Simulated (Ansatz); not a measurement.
**Geometry relaxation, with input and output: Al16N17 (part 2 of 3)**

The same run, continued: Al16N17 (defect cell, 33 atoms in the cell); DFT PBE, scalar-relativistic, plane waves, PAW, spin-polarised (Ansatz 0.2.0); cutoff 420 eV, 2×2×2 k-mesh, Gaussian smearing of 0.01 eV, collinear spins. The structure derives from a Materials Project entry. It belongs to a series of runs on one base structure; here: N interstitial, charge +0, atoms relaxed at the host's cell.

**What the program printed, continued**
```
SCF iter   1: F=—  HF=-15162.330092 eV  |F-HF|=—  |Δ(HF+E_count)|=         —  Δρ=1.78e-4 (↑1.71e-4 ↓1.78e-4)  dr2=3.47e-4  dr2_m=3.33e-5  M=3.000 μB ∫|m|=3.068 μB  β_m=0.30  ethr=1.99e-6  ⟨swp⟩=2.0  Hψ=1576  notcnv=0  defer=232
preconditioner: auto → Resta (q_TF=auto, 2.332 Å⁻¹)  ε∞=4.2  [insulator: Δε(μ)=0.954 eV  Ē_g=13.020 eV  σ=0.010 eV  W_gap=1.00  n_scr=78 (ndim 8)  ℏωp=23.2 eV  f_vac=0.000  D(μ)=0.00/eV (n_scr^D=0)  ε∞_Penn≈4.2]
spin=Collinear: Resta preconditioning applied to the charge; magnetization (m = ρ↑ − ρ↓) channel mixes plain (no charge-response kernel on spin).
SCF iter   2: F=—  HF=-15162.330042 eV  |F-HF|=—  |Δ(HF+E_count)|=   5.07e-5  Δρ=1.18e-4 (↑1.18e-4 ↓1.06e-4)  dr2=1.26e-4  dr2_m=1.66e-5  M=3.000 μB ∫|m|=3.068 μB  β_m=0.51  ethr=2.61e-7  ⟨swp⟩=1.0  Hψ=936  notcnv=0  defer=232
SCF iter   3: F=—  HF=-15162.330030 eV  |F-HF|=—  |Δ(HF+E_count)|=   1.14e-5  Δρ=4.41e-5 (↑3.69e-5 ↓4.41e-5)  dr2=1.33e-5  dr2_m=2.44e-6  M=3.000 μB ∫|m|=3.068 μB  β_m=0.54  ethr=9.49e-8  ⟨swp⟩=2.1  Hψ=993  notcnv=0  defer=232
SCF iter   4: F=—  HF=-15162.329924 eV  |F-HF|=—  |Δ(HF+E_count)|=   1.06e-4  Δρ=1.32e-5 (↑1.08e-5 ↓1.32e-5)  dr2=7.25e-7  dr2_m=1.92e-7  M=3.000 μB ∫|m|=3.068 μB  β_m=0.70  ethr=1.00e-8  ⟨swp⟩=2.0  Hψ=1108  notcnv=0  defer=232
SCF iter   5: F=—  HF=-15162.329924 eV  |F-HF|=—  |Δ(HF+E_count)|=   1.79e-7  Δρ=4.84e-6 (↑3.65e-6 ↓4.84e-6)  dr2=1.91e-7  dr2_m=1.60e-8  M=3.000 μB ∫|m|=3.068 μB  β_m=0.65  ethr=7.52e-11  ⟨swp⟩=14.0  Hψ=5286  notcnv=0
SCF iter   6: F=-15162.329924 eV  HF=-15162.329924 eV  |F-HF|=1.99e-9  |Δ(HF+E_count)|=   1.95e-8  Δρ=1.01e-6 (↑1.01e-6 ↓9.45e-7)  dr2=3.78e-9  dr2_m=1.47e-9  M=3.000 μB ∫|m|=3.068 μB  ethr=7.52e-11  ⟨swp⟩=6.5  Hψ=3452  notcnv=0
SCF 5 converged in 6 iterations: F = -15162.329924 eV  dr2 = 3.78e-9
relax step   5: F+E_penalty+E_count = -15162.32992437 eV  Δ(F+E_penalty+E_count) = -3.551e-4 eV  max|allowed force component| = 2.182e-3 eV/Å  Δτ_max = 0.0031 Å  (6 SCF iters, accepted)
```

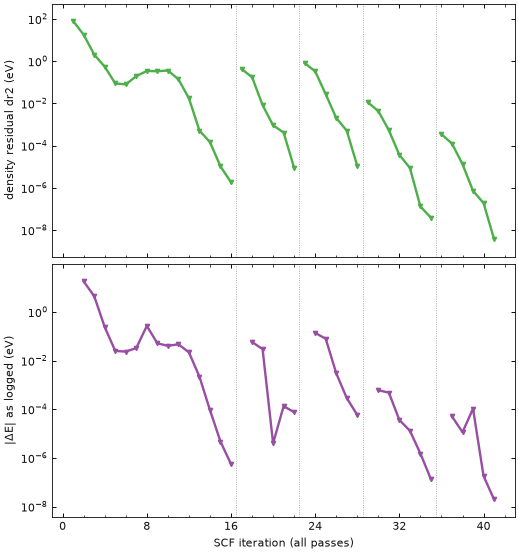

Figure 1. Convergence of the self-consistent field: density residual dr2 and size of the energy change against the SCF iteration. The dotted lines part the SCF passes of the relaxation: geometry steps, rejected trials and re-solves on a re-selected basis. The 5 passes take 6 to 16 iterations each, 41 in all.

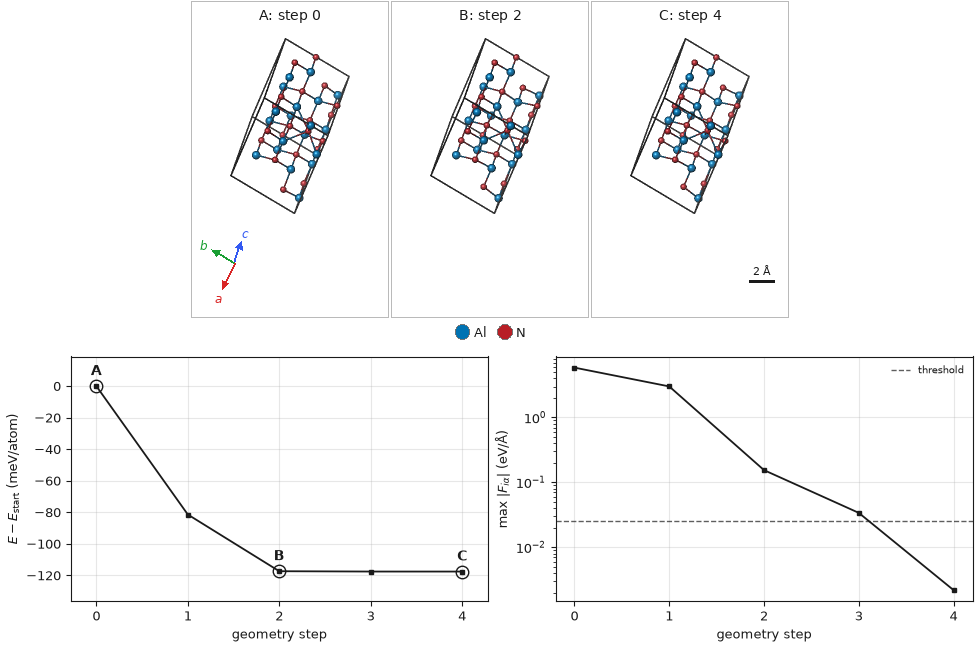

Figure 2. Frames of the relaxation (ball-and-stick view of the cell of the calculation (origin shifted), seen at an oblique angle) above the curves, on which the letters mark them (the first geometry is step 0 here and step 1 in the log).

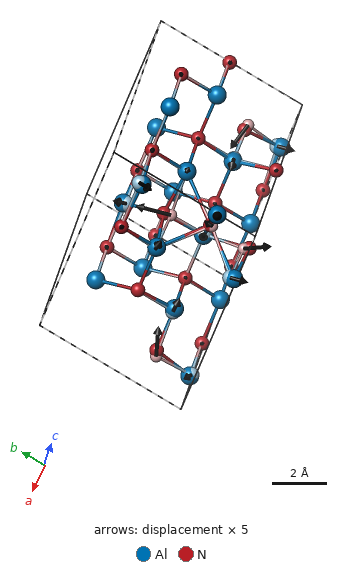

Figure 3. Start (faint) and end (solid) with the displacements as black arrows, magnified 5 times (ball-and-stick view of the cell of the calculation (origin shifted), seen at an oblique angle). Over 4 geometry steps the energy falls by 118 meV per atom. The largest force component goes from 5.9 to 0.0022 eV/Å. The atom that moves furthest is N21 (0.28 Å). Largest moves by element: N 0.28 Å, Al 0.15 Å. The lattice vectors keep their values. Among the contacts that change: Al5–N21 1.675 → 1.979 Å, Al9–N19 1.747 → 1.979 Å, Al9–N22 1.770 → 1.979 Å, Al9–N33 2.021 → 2.194 Å. Among the angles that change: N21–Al12–N22 105.4° → 120.8°, N19–Al3–N31 105.9° → 120.8°, Al11–N21–Al12 102.5° → 115.2°. (Atoms are counted from 1 in the order of the input.)

```
SCF converged after 6 iterations
Magnetization: 3.0000 μB (68.0000 up, 65.0000 down)
Absolute magnetization: 3.0739 μB (∫|ρ↑−ρ↓|, with the PAW one-centre terms)
Spin contamination: 0.0106 ħ² per cell (⟨S²⟩ above its minimum at these occupations)
Per-site moments (μB) at R_I (Å): [(-4.625052398209909e-5, 0.7876488272875648), (-4.620551390759431e-5, 0.7876404392944679), (0.0005422057628752087, 0.7784250995233599), (0.011979008520056528, 0.7562225935166624), (0.0005463131534314171, 0.778429643599503), (0.0005440650684801821, 0.7784408048673157), (-4.624112403711004e-5, 0.7876425594285331), (0.011986455038669339, 0.7562665117478784), (0.000545675887702534, 0.7784754113084303), (0.0005471963034851207, 0.778453911325667), (0.011983835923229436, 0.7561976503191968), (0.0005495312310923249, 0.7784995212159606), (-4.620445865426354e-5, 0.7876464775416318), (-4.6210970824957723e-5, 0.7876524482255176), (0.011998261333175208, 0.7562876945514138), (-4.620114405811221e-5, 0.7876432512592236), (0.008404558598938919, 0.7778922935920964), (0.008407158979997054, 0.7778648436881289), (0.2565874883165191, 0.7562665117478784), (0.008408956523389625, 0.7778900463941407), (0.25664141145710845, 0.7561976503191968), (0.25642897630651, 0.7562225935166624), (0.008414666194971516, 0.7778702512025032), (0.008412243234851381, 0.7778750478268364), (0.00842859172658666, 0.7778400367893324), (0.008416384828725138, 0.7778446477106903), (0.008415308073850769, 0.777856464260281), (0.008414204120559283, 0.7778450431116832), (0.008411143677036482, 0.7778845228387079), (0.008414681632534528, 0.7778695134975497), (0.25687100218537395, 0.7562876945514138), (0.008415693417305047, 0.7778749293539428), (1.1492074123736593, 0.8691973665821583)]
Free energy (F): -15162.329924 eV
Harris-Foulkes:  -15162.329924 eV  (|F-HF|=1.99e-9)
Internal energy: -15162.329924 eV  (E = F + TS)
E sigma→0 (E₀):  -15162.329924 eV
Fermi energy:    8.574655 eV
--- Per-component energies (eV) ---
  E_band       = 253.661043
  E_kinetic    = 2673.494334
  E_local      = -3797.495913  (includes V_loc(G=0)·N_el)
  E_nonlocal   = 936.124689
  E_hartree    = 1315.635174
  E_xc         = -1687.085567
  E_vxc        = -1800.758433  (∫ρ·V_xc dr)
  E_paw        = -9647.449643  (= ΣΔE_a)
  E_vpaw       = -388.975579  (= ΣTr[D̂ρ^β])
  E_aug_tail   = 0.001627  (compensation charges beyond the density's cutoff)
  E_ewald      = -4955.554625
  E_smearing   = -0.000000  (= −TS)
  E_closure    = -0.000000  (closes the sum)
  Σ components = -15162.329924   (vs F -15162.329924, Δ=0.00e0)
--- Forces (eV/Å), atoms counted from 1 ---
  atom   1  Al     0.00028799     0.00056032    -0.00032140
  atom   2  Al     0.00115792     0.00019231     0.00042690
  atom   3  Al     0.00014426     0.00021988     0.00060902
  atom   4  Al     0.00181770     0.00151583     0.00183522
  atom   5  Al     0.00142139     0.00088849    -0.00158526
  atom   6  Al    -0.00050979    -0.00133174    -0.00045364
  atom   7  Al     0.00039914    -0.00052523    -0.00022860
  atom   8  Al    -0.00036286     0.00050195    -0.00033828
  atom   9  Al    -0.00078792     0.00131024    -0.00062580
  atom  10  Al    -0.00050666     0.00085737    -0.00063234
  atom  11  Al    -0.00102289    -0.00188698     0.00076741
  atom  12  Al     0.00033578    -0.00037771     0.00172770
  atom  13  Al     0.00043610    -0.00000799     0.00081016
  atom  14  Al    -0.00004775    -0.00038980     0.00059935
  atom  15  Al    -0.00072187     0.00010752     0.00027408
  atom  16  Al    -0.00076957    -0.00095086     0.00010205
  atom  17  N     -0.00106970    -0.00058687    -0.00043427
  atom  18  N     -0.00081110    -0.00007728     0.00023633
  atom  19  N      0.00058077     0.00015318     0.00109509
  atom  20  N     -0.00021559    -0.00091576    -0.00058382
  atom  21  N      0.00012890     0.00202563     0.00000900
  atom  22  N     -0.00126139    -0.00044743    -0.00126688
  atom  23  N      0.00016281     0.00011135     0.00036319
  atom  24  N     -0.00032237     0.00039970    -0.00081484
  atom  25  N      0.00150696     0.00027013    -0.00056702
  atom  26  N     -0.00063450    -0.00161961    -0.00073381
  atom  27  N      0.00017430     0.00003756     0.00013682
  atom  28  N      0.00121009    -0.00112151    -0.00045953
  atom  29  N     -0.00103015    -0.00099573    -0.00050131
  atom  30  N      0.00012489     0.00026579    -0.00077540
  atom  31  N      0.00113230    -0.00098975    -0.00005291
  atom  32  N     -0.00043751     0.00064924     0.00019488
  atom  33  N     -0.00048585     0.00218237     0.00116697
  max |Σ_I F_I| component: 2.46e-5 eV/Å
--- Band table (eV; the first three rows and the last of 8) ---
  k-point 0 ↑: bands = ["-9.1275", "-7.1531", "-7.1530", "-7.1529", "-6.3099", "-5.9440", "-5.9437", "-5.9435", "-5.6857", "-5.6857", "-5.6856", "-5.6855", "-5.6855", "-5.6543", "-5.6541", "-5.6541", "-4.3122", "1.1494", "1.1495", "1.1496", "2.2283", "2.2283", "2.2284", "2.2362", "2.2363", "2.2363", "2.2981", "2.2981", "3.1228", "3.3951", "3.3953", "3.3955", "3.7678", "3.8873", "3.8873", "3.8874", "4.5681", "4.5682", "4.5682", "4.6424", "4.6424", "4.6425", "4.7909", "4.7909", "5.2557", "5.2557", "5.2557", "5.6744", "5.6744", "5.6745", "5.7835", "5.7836", "5.8050", "5.8804", "5.8805", "5.8805", "6.1145", "6.5704", "6.5704", "6.5705", "6.6429", "6.6430", "6.7449", "6.7449", "6.7450", "7.9844", "7.9854", "7.9865", "12.2925", "12.4966", "12.4973", "12.4979", "12.9220", "12.9221", "13.0262", "13.0262", "13.0265", "13.1007", "13.1008", "13.1011", "13.7058", "13.7723", "13.7725", "13.7728", "16.2789", "16.2790", "16.6702", "16.6705", "16.6705", "16.8959", "16.8960", "16.8961", "17.0741", "17.0743", "17.0744", "17.5178", "17.6842", "17.6842", "17.8706", "17.8707", "17.8708"]
  k-point 1 ↑: bands = ["-9.1439", "-7.3841", "-6.7511", "-6.7508", "-6.5917", "-6.2631", "-6.1573", "-6.0582", "-6.0582", "-5.8948", "-5.6860", "-5.5768", "-5.5766", "-5.4971", "-5.3389", "-5.3388", "-4.3572", "1.0097", "1.1117", "1.1118", "1.8630", "2.0867", "2.0867", "2.4596", "2.5173", "2.5796", "2.6831", "2.7738", "3.1897", "3.1899", "3.4057", "3.4336", "3.5316", "3.5317", "3.7049", "3.7336", "4.2019", "4.2021", "4.4581", "4.6088", "5.0404", "5.0404", "5.1111", "5.3883", "5.3883", "5.4640", "5.4876", "5.4877", "5.5092", "5.5435", "5.5747", "5.6108", "5.6109", "5.7676", "6.1056", "6.1056", "6.2400", "6.3923", "6.4435", "6.4543", "6.4543", "6.5468", "6.5590", "6.5992", "6.5992", "7.9332", "8.0963", "8.0968", "11.4287", "11.7323", "11.7325", "12.1305", "13.2624", "13.4604", "13.4708", "13.4708", "13.7596", "13.8111", "13.8113", "13.9965", "14.6154", "14.8360", "14.8361", "15.0871", "15.6509", "15.6510", "15.7452", "15.8390", "15.8902", "16.0283", "16.6221", "16.7683", "16.9785", "16.9787", "17.0289", "17.1357", "17.4102", "17.5762", "17.5762", "17.7138", "17.7550"]
  k-point 2 ↑: bands = ["-9.1439", "-7.3841", "-6.7511", "-6.7509", "-6.5916", "-6.2632", "-6.1574", "-6.0583", "-6.0582", "-5.8947", "-5.6862", "-5.5767", "-5.5766", "-5.4970", "-5.3389", "-5.3388", "-4.3572", "1.0097", "1.1118", "1.1118", "1.8630", "2.0865", "2.0868", "2.4596", "2.5173", "2.5796", "2.6831", "2.7737", "3.1897", "3.1900", "3.4057", "3.4337", "3.5316", "3.5317", "3.7049", "3.7336", "4.2020", "4.2020", "4.4581", "4.6088", "5.0403", "5.0405", "5.1111", "5.3882", "5.3884", "5.4641", "5.4876", "5.4877", "5.5092", "5.5435", "5.5747", "5.6108", "5.6109", "5.7676", "6.1055", "6.1056", "6.2400", "6.3923", "6.4435", "6.4543", "6.4544", "6.5468", "6.5590", "6.5991", "6.5992", "7.9331", "8.0957", "8.0975", "11.4287", "11.7320", "11.7328", "12.1305", "13.2624", "13.4604", "13.4703", "13.4712", "13.7597", "13.8112", "13.8114", "13.9966", "14.6154", "14.8360", "14.8361", "15.0871", "15.6508", "15.6510", "15.7452", "15.8391", "15.8902", "16.0284", "16.6220", "16.7682", "16.9785", "16.9786", "17.0290", "17.1358", "17.4101", "17.5761", "17.5762", "17.7138", "17.7550"]
  k-point 3 ↓: bands = ["-8.1820", "-7.1824", "-6.5964", "-6.5962", "-6.5782", "-6.1894", "-5.9762", "-5.9482", "-5.9482", "-5.8346", "-5.4834", "-5.4747", "-5.4579", "-5.4577", "-5.2321", "-5.2321", "-3.3983", "1.4351", "1.5273", "1.5274", "1.9226", "2.2997", "2.2998", "2.4989", "2.5788", "2.6736", "2.7163", "2.9625", "3.3447", "3.3448", "3.4766", "3.4835", "3.6210", "3.6211", "3.7705", "4.0425", "4.3783", "4.3784", "4.6618", "4.6653", "5.1474", "5.1475", "5.2411", "5.4689", "5.4690", "5.4761", "5.5359", "5.5360", "5.5709", "5.6310", "5.7008", "5.7146", "5.7146", "5.8571", "6.2173", "6.2174", "6.4108", "6.4197", "6.5399", "6.5400", "6.5495", "6.6521", "6.7100", "6.7101", "7.1051", "9.0519", "9.2132", "9.2134", "11.6328", "11.9176", "11.9177", "12.2702", "13.3979", "13.5828", "13.5953", "13.5953", "13.8107", "13.8865", "13.8865", "14.0448", "14.6842", "14.9087", "14.9088", "15.1757", "15.7091", "15.7092", "15.7766", "15.9499", "15.9917", "16.1369", "16.6496", "16.8320", "17.0326", "17.0327", "17.0442", "17.2015", "17.4737", "17.6294", "17.6294", "17.7283", "17.8508"]
--- Relaxed structure (5 steps of the walk, 5 accepted, 0 SCFs on fresh bases) ---
  F+E_penalty+E_count = -15162.32992437 eV   max|allowed force component| = 2.182e-3 eV/Å
  atoms:
    - { symbol: Al, position: [0.25050890409265064, 0.748882938769065, 0.00018749142177434952] }
    - { symbol: Al, position: [0.5004984600244511, 0.7488826300538988, 0.7501965921445657] }
    - { symbol: Al, position: [0.7514106822717825, 0.7497875756820155, 0.5001916403113422] }
    - { symbol: Al, position: [0.0004943647042093269, -0.0011262397211220798, 0.9834696080393144] }
    - { symbol: Al, position: [0.24961480860385693, -0.001087819612025892, 0.7492917672176542] }
    - { symbol: Al, position: [0.0005051622643267861, 0.749799899004419, 0.2510884766502133] }
    - { symbol: Al, position: [0.750501909731369, 0.24888508321865166, 0.00018633882159085902] }
    - { symbol: Al, position: [0.48378977178407895, -0.0011259515777627153, 0.5001846395668029] }
    - { symbol: Al, position: [0.7514517627039732, -0.0011096247247115165, 0.2511225147681375] }
    - { symbol: Al, position: [0.0005262535222488318, 0.24796751182428134, 0.7492695883829703] }
    - { symbol: Al, position: [0.5172369738728332, 0.5156210067371811, 0.01692125340335196] }
    - { symbol: Al, position: [0.24957468265005378, 0.24795624994259635, 0.5001963377274458] }
    - { symbol: Al, position: [0.7504949038958683, 0.4988711766930615, 0.7501832783030897] }
    - { symbol: Al, position: [0.50049288230703, 0.2488729408101487, 0.25018307350966673] }
    - { symbol: Al, position: [0.00050034516582524, 0.4821594387324092, 0.5001796093322279] }
    - { symbol: Al, position: [0.2504939290589637, 0.49886670907583885, 0.25017124377816574] }
    - { symbol: N, position: [0.2520957224491214, -0.0011254556412717276, -0.0024655960154006396] }
    - { symbol: N, position: [0.4978655172772512, -0.00112383203392033, 0.7517808334372312] }
    - { symbol: N, position: [0.7241853049801648, -0.0011291932998513249, 0.500191155929974] }
    - { symbol: N, position: [0.0004963185679500715, 0.250473794706152, -0.0024692305150060823] }
    - { symbol: N, position: [0.27687334259618873, 0.2752333671770256, 0.7765548687031878] }
    - { symbol: N, position: [0.0005108122731142944, -0.0011215719483618214, 0.22385712758558562] }
    - { symbol: N, position: [0.7547450010335433, 0.5015239847779271, 0.0028294751815104435] }
    - { symbol: N, position: [0.49785926162682714, 0.2504709646304015, 0.5001846467173209] }
    - { symbol: N, position: [0.7489076257373533, 0.24464928245252313, 0.24859596668368047] }
    - { symbol: N, position: [0.0005009877313315869, 0.4962388741156362, 0.7517698874534434] }
    - { symbol: N, position: [0.5031574001644137, 0.7531360437999026, 0.002843805510871475] }
    - { symbol: N, position: [0.25209416234337423, 0.4962442441654348, 0.5001855363968537] }
    - { symbol: N, position: [0.74889439137493, 0.7472723560643247, 0.7459410940265052] }
    - { symbol: N, position: [0.5031469031693452, 0.5015222078715357, 0.2544290207749031] }
    - { symbol: N, position: [0.0004907526397973649, 0.7225576826190322, 0.500180408582638] }
    - { symbol: N, position: [0.24626871982522547, 0.7472745991420836, 0.24858534505292318] }
    - { symbol: N, position: [0.0005555045565456274, -0.001109020006520245, 0.5002402472154626] }
--- Löwdin populations: 33 sites ---
  site symbol       q [e]    m [muB]
     0     Al      1.9159    -0.0000
     1     Al      1.9158    -0.0000
     2     Al      1.9308    -0.0156
     3     Al      1.9293     0.0238
     4     Al      1.9308    -0.0156
     5     Al      1.9308    -0.0156
     6     Al      1.9158    -0.0000
     7     Al      1.9293     0.0238
     8     Al      1.9309    -0.0156
     9     Al      1.9309    -0.0156
    10     Al      1.9293     0.0238
    11     Al      1.9309    -0.0156
    12     Al      1.9158    -0.0000
    13     Al      1.9158    -0.0000
    14     Al      1.9293     0.0238
    15     Al      1.9158    -0.0000
    16      N      6.0077     0.0117
    17      N      6.0077     0.0117
    18      N      5.8972     0.3531
    19      N      6.0076     0.0117
    20      N      5.8972     0.3532
    21      N      5.8973     0.3529
    22      N      6.0077     0.0117
    23      N      6.0076     0.0117
    24      N      6.0076     0.0117
    25      N      6.0076     0.0117
    26      N      6.0077     0.0117
    27      N      6.0076     0.0117
    28      N      6.0077     0.0117
    29      N      6.0077     0.0117
    30      N      5.8970     0.3535
    31      N      6.0076     0.0117
    32      N      5.4699     1.3734
  spilling = 0.007913 (of n_electrons = 133.000000)
```
